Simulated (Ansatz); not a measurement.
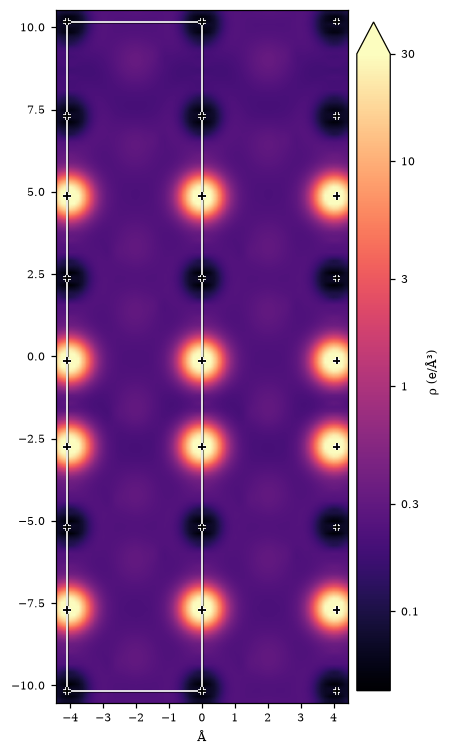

The valence electron density on a plane through atoms (crosses mark nuclei in the plane).

All numbers below come from DFT PBE, scalar-relativistic, plane waves, PAW (Ansatz 0.2.0).

Candidates:
A. CoO, a = 3.02 Å, b = 3.02 Å, c = 4.21 Å, α = 90.00°, β = 90.00°, γ = 90.00°. Space group I4/mmm; spin-polarised.
B. AlNi (interface cell), a = 4.09 Å, b = 4.09 Å, c = 20.34 Å, α = 90.00°, β = 90.00°, γ = 120.00°. Computed without spin polarisation.

> Which system is this?

Candidate B: AlNi on the (010) plane of the calculation cell, which holds Al and Ni. Al–Ni (2.42 Å): ρ at the midpoint is about 0.34 e/Å³. Al–Ni (2.47 Å): ρ is about 0.32 e/Å³ halfway.
